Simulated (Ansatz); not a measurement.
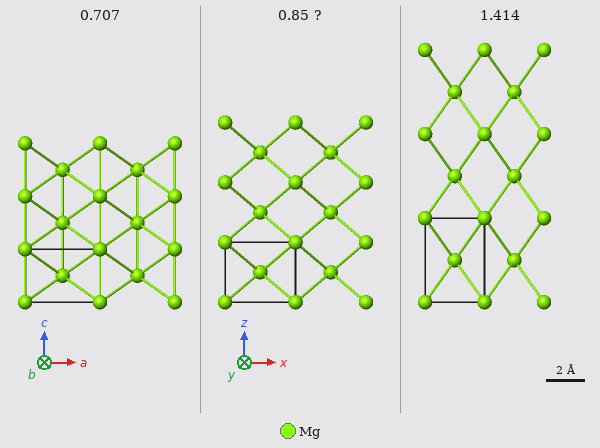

Solid Mg (Im-3m): the ratio of the cell's length along z to its lengths across, counted as 1 for the reference, is changed at fixed volume (a tetragonal or Bain path), with the atoms kept at their fractional coordinates. x, y and z are the Cartesian axes of the input. Style: ball-and-stick. Shown: the conventional cell (2 times the calculation's cell), repeated 2 × 3 × 3 with one cell outlined, along the b axis. Lengths and directions refer to the drawn axes.

Method: DFT PBEsol, scalar-relativistic, plane waves, PAW in Ansatz 0.2.0. (plane-wave cutoff 420 eV; k-point mesh 26 × 26 × 26; occupations gaussian; smearing width 0.15 eV; no spin polarisation). Energies (free energies at the smearing named) are counted from the relaxed crystal.

```tsv
axial ratio over its reference value	E − E(ref) (meV/atom)
0.707	118.0
0.780	33.5
0.850	?
1.000	0.0
1.200	−7.2
1.300	−12.7
1.414	−14.6
```

Estimate the missing energy from the other rows, and compare with the calculation.

A straight line between the two neighbours gives 22.8 meV/atom. A cubic through the four nearest rows (0.707, 0.780, 1.000, 1.200) gives, with Lagrange weights, (−0.3485)(118.0) + (1.1130)(33.5) + (0.2718)(0.0) + (−0.0363)(−7.2) = −3.6 meV/atom. The calculation gives 6.7 meV/atom, so the cubic is 10.3 meV/atom too low and the straight line 16.1 meV/atom too high, as the curve bends upwards here. The cubic misses by much of the step between rows, so the curve changes faster here than four points can follow.

The whole profile:

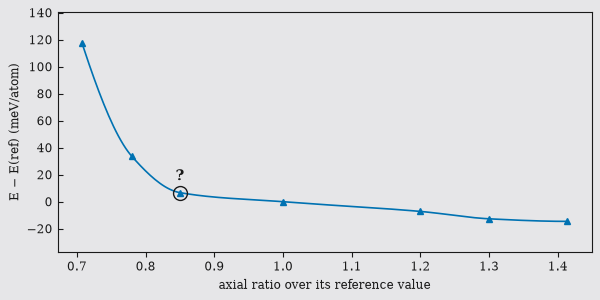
